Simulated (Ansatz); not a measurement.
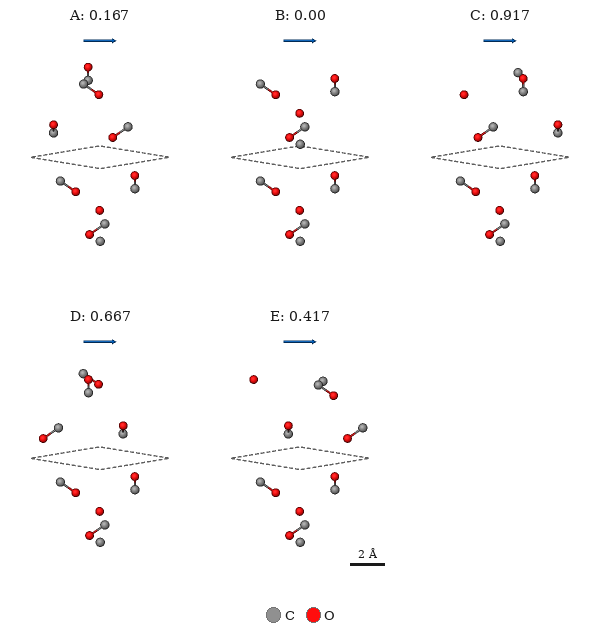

Energy scan for crystalline CO (P2_13), in which the crystal above a cut along the (1 0 0) plane of the conventional cell (between a plane of C/O below and one of C/O above, 2.09 Å apart) is slid rigidly by fractions of an in-plane lattice vector 8.42 Å long (a generalised stacking fault). One cut stands in each cell, which starts 11.9 Å high; nothing is relaxed, and the dashed outline marks the cut, the arrow on top the direction of slip. The picture is a ball-and-stick view of the layers on both sides of the cut, seen from the side, nearly along the cut plane.

Method: DFT PBEsol, scalar-relativistic, plane waves, PAW (Ansatz). (plane-wave cutoff 420 eV; k-point mesh 4 × 4 × 2; occupations gaussian; smearing width 0.05 eV; no spin polarisation). Energies (free energies at the smearing named) are counted from the relaxed crystal.

> Rank the frames from lowest to highest energy.

Lowest first: B (the slip 0.00, 0.0 mJ/m²), C (the slip 0.917, 5.9 mJ/m²), A (the slip 0.167, 27.0 mJ/m²), E (the slip 0.417, 35.1 mJ/m²), D (the slip 0.667, 38.7 mJ/m²). Over the whole scan: the curve starts and ends at zero, since a full lattice vector restores the crystal. Its highest computed point is 56.0 mJ/m² at slip 0.333. The local minimum at 0.50 (20.0 mJ/m²) is a metastable fault on this line; the lower of the two humps that part it from the perfect crystal is 38.7 mJ/m² high. The path isn't symmetric about half-way. Relaxation across the fault would lower the values.
